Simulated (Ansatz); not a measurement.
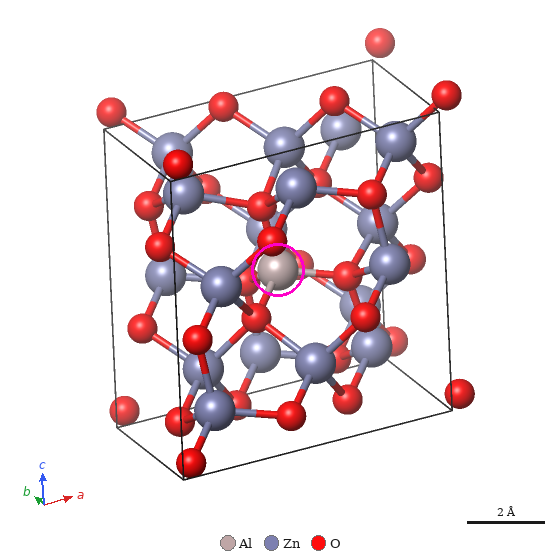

Ball-and-stick representation of a periodic structure, projected slightly off an axis. The edges of the supercell are marked. The host is ZnO, in a cell of 36 sites, and the cell carries a charge of +1. A ring marks the defect's site.

> What defect is present?

Aluminium on a zinc site (a substitutional impurity). It is bonded to four O in a tetrahedral arrangement at about 1.8 Å.

The atoms were relaxed in the host's cell with DFT PBE, scalar-relativistic, plane waves, PAW (Ansatz 0.2.0).
